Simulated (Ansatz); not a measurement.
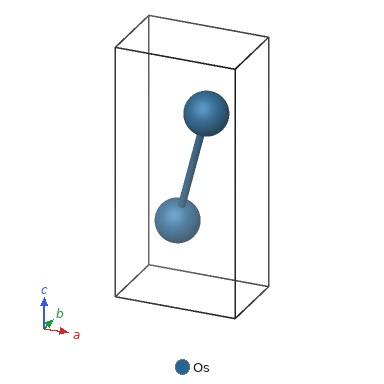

System: Os, space group P6_3/mmc (No. 194). The picture shows the cell.

Starting cell:
```xyz
2
Lattice="2.7341 0.0000 0.0000 -1.3670 2.3678 0.0000 0.0000 0.0000 4.3197" Properties=species:S:1:pos:R:3 pbc="T T T"
Os    0.0000    1.5785    1.0799
Os    1.3670    0.7893    3.2398
```

Calculation (Ansatz 0.2.0): one atom of a crystal moved over a plane, all else fixed, by plane-wave density functional theory with PAW datasets, free energies less that of the undisturbed cell. Level: PBEsol, no spin polarisation.

```
       setting                                        value
   wave cutoff                                       420 eV
        k mesh                                     18×18×12
   occupations                                     Gaussian
smearing width                                      0.15 eV
       k shift                       (0, 0, 0) (mesh steps)
         start                                     as given
    moved atom                                            1
   direction 1  (0.7071, 0.7071, 0) (Cartesian unit vector)
   direction 2            (0, 0, 1) (Cartesian unit vector)
```

What does the calculation give for the map of the energy change over displacement d2 and displacement d1? The grid: displacement d2 −0.6, −0.3, 0, 0.3, 0.6 Å; displacement d1 −0.6, −0.3, 0, 0.3, 0.6 Å.

At the origin the energy is lower than all eight neighbouring grid points, so a minimum lies at or close to the given structure. The energy change is least, 0.00 eV/cell, at displacement d2 of 0 Å and displacement d1 of 0 Å, and largest, 7.98 eV/cell, at displacement d2 of −0.6 Å and displacement d1 of −0.6 Å (and at equivalent points). Near the origin the softest direction lies along displacement d1; the curvature across the valley is 2.0 times that along it.

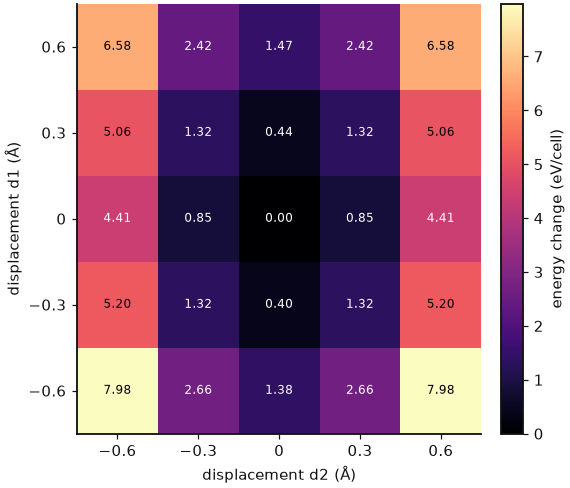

Limits of the calculation: atoms far too close at some points of the scan; reference crystal is not relaxed.
